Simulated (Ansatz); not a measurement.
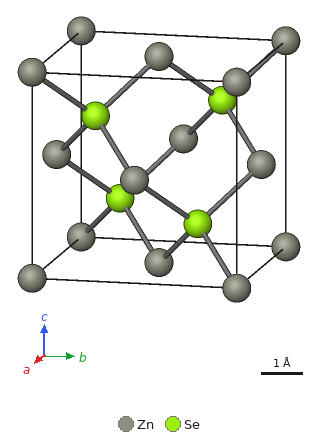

Lattice vibrations of crystalline ZnSe relaxed at 30 GPa, at the zone centre. Style: ball-and-stick. Shown: the conventional cell (4 times the calculation's cell), slightly off an axis. Lengths and directions refer to the drawn axes.

All numbers below come from DFT PBEsol, scalar-relativistic, plane waves, PAW in Ansatz 0.2.0. (plane-wave cutoff 420 eV; k-point mesh 10 × 10 × 10; occupations fixed; target pressure 30 GPa; no spin polarisation)

Frequencies are those without the non-analytic (LO–TO) term.

### List the optical modes.

The calculation's cell holds 2 atoms, so there are 3 optical modes, in 1 level. The optical modes span T₂. No level is unstable.

```csv
level,symmetry,frequency (cm⁻¹),activity
1,T₂,313,infrared- and Raman-active
```

The modes drawn as arrows (one member of each degenerate set):

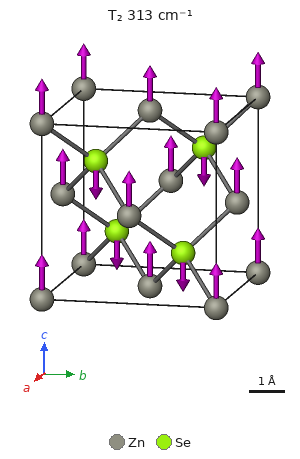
